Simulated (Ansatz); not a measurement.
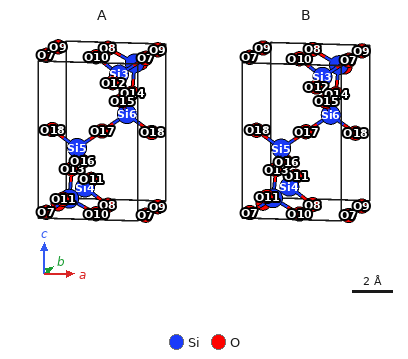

Two geometries of solid SiO$_{2}$ (set up in Pmma), drawn at one scale. One is the start of a relaxation, the other its converged end. The picture is a ball-and-stick view of the cell of the calculation, seen slightly off an axis.

Theory: Ansatz, DFT LDA, scalar-relativistic, plane waves, PAW. Settings: plane-wave cutoff 420 eV; k-point mesh 4 × 4 × 4; occupations gaussian; smearing width 0.02 eV; no spin polarisation; cell relaxed at fixed volume; force threshold 0.01 eV/Å; at most 30 steps.

Which of the two is the end point?

Answer. Structure A is the relaxed one. Case: volume × 0.97, shape and atoms relaxed. After 6 accepted moves (8 points after the start) the energy has fallen by 4.5 meV per atom. Largest force component: 0.28 eV/Å at the start, 0.0031 eV/Å at the end. Pressure: 4.74 GPa at the start and 1.89 GPa at the end. The SCF was repeated twice at an unchanged geometry on a basis and grid sized afresh for the cell, which shifted the energy by 0.1 meV per atom at most. The largest moves relative to the cell, 0.15 Å, are those of O atoms. By element the largest moves are O 0.15 Å, Si 0.06 Å. The drawn cell changes at constant volume: a 5.169 → 5.200 Å (+0.6 %), b 7.293 → 7.170 Å (−1.7 %), c 8.038 → 8.127 Å (+1.1 %). Some distances before and after: O–Si 1.589 → 1.602 Å, O–Si 1.580 → 1.587 Å. Among the angles between lasting bonds that change: Si–O–Si 157.4° → 165.8°, Si–O–Si 153.9° → 149.0°, Si–O–Si 150.9° → 146.1°. The space group stays Pmma (No. 51).
